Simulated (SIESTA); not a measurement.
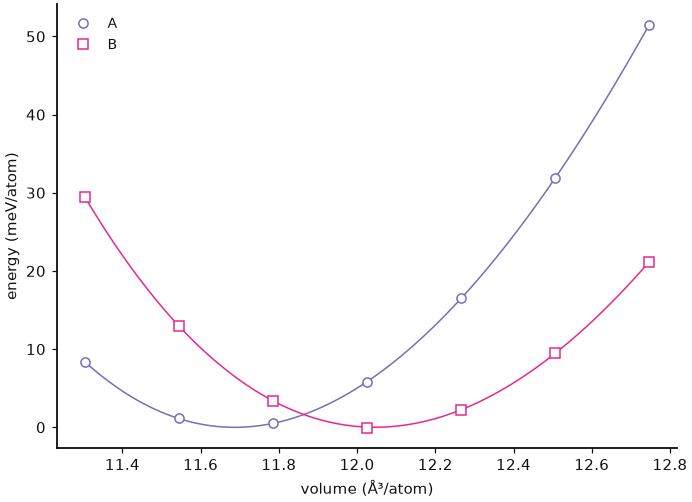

The figure compares two calculations of the energy against volume, each curve from its own zero. The first is for MnO₂, space group P6_3/mmc (No. 194).

The cell holds 6 atoms.

Method: DFT in numerical atomic orbitals with pseudopotentials, collinear spins; energies at scaled volumes of the given cell, shape and fractions fixed, counted from the fit's minimum, third-order Birch-Murnaghan fit (SIESTA 5.4.2). Level: LDA, collinear spin.

k mesh 8×8×2; occupations Fermi–Dirac; smearing width 0.05 eV; potentials PseudoDojo 0.4 standard, converted to PSML, two zetas on semicore shells; program settings basis DZP, mesh cutoff 800 Ry.

In the second, the level changes from LDA to PBEsol. The second calculation uses k mesh 11×11×3.

> Which of A and B is the second calculation, and what did the change do?

B. The equilibrium volume rises from 11.69 to 12.05 Å³/atom (+3.1 %) and the bulk modulus falls from 201 to 184 GPa (−8.5 %).

For both, limits of the calculation: mulliken charges of long orbitals; short basis over semicore shells; shape and atomic fractions are frozen while scaling, which makes layered, chain and framework solids too stiff.

V0 and the bulk modulus come from third-order Birch–Murnaghan fits.
